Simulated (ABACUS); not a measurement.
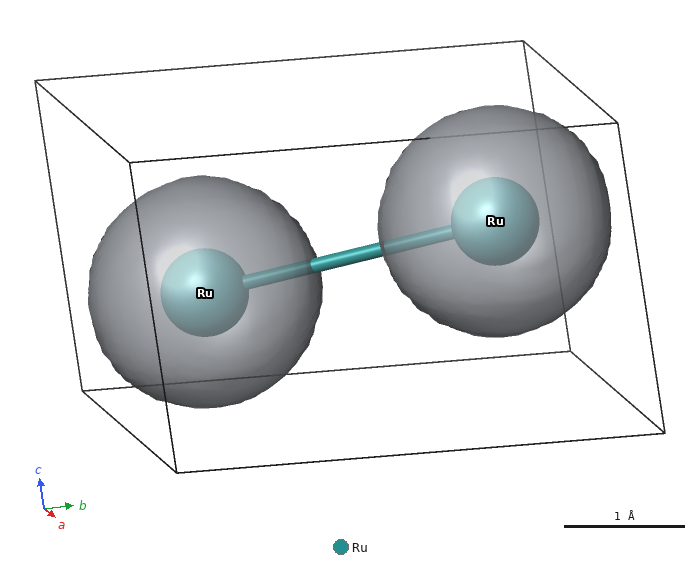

*Ru. Isosurface of the valence pseudo-density at 0.8 e/Å³ (grey), seen slightly off an axis. Sticks mark near contacts.*

Space group P-1; changed on purpose from its base cell (atoms moved at random by about 0.05 A); not relaxed (largest force 0.4 eV/Å); computed pressure about 7 GPa in this cell.

Level of theory: Kohn-Sham DFT of a periodic cell, PBE, PseudoDojo NC SR 0.4.1 PBE standard (ABACUS 3.10.1).

```
Ru
1.0
     2.70580    0.00000    0.00000
     0.00000    0.00000   -4.28190
    -1.35290    2.34329    0.00000
Ru
2
Direct
  0.17539 0.24924 0.33171
  0.82461 0.75076 0.66829
```

Which contacts does the surface bridge?

Answer. At this value the density breaks into separate islands; it holds about 75 % of the electrons treated as valence. It bridges none of the near contacts. It is pinched off along the shortest Ru–Ru (2.62 Å) and Ru–Ru (2.67 Å) contacts. On the grid the lowest density along these lines, outside the cores, is 0.44 e/Å³ (Ru–Ru, 2.62 Å) and 0.4 e/Å³ (Ru–Ru, 2.67 Å).
